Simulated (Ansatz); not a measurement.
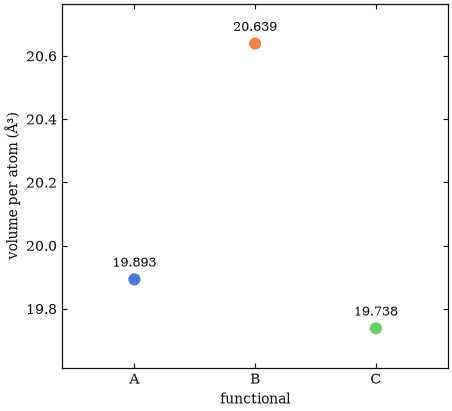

The figure shows the volume per atom by functional for MoSe₂. The labels are replaced by letters. In alphabetical order the cases are: PBE-D3(BJ); PBE-D4; r2SCAN+rVV10.

Computed with Ansatz 0.2.0: relaxed lattice of one prototype by several density functionals, zero stress, symmetry kept, spin-unpolarised plane waves.

```csv
setting,value
prototype,2H (MoS2) bulk
atoms in cell,6
periodic directions,3
```

Which letter stands for which functional?

Answer. A: PBE-D4 (19.9 Å³); B: r2SCAN+rVV10 (20.6 Å³); C: PBE-D3(BJ) (19.7 Å³).
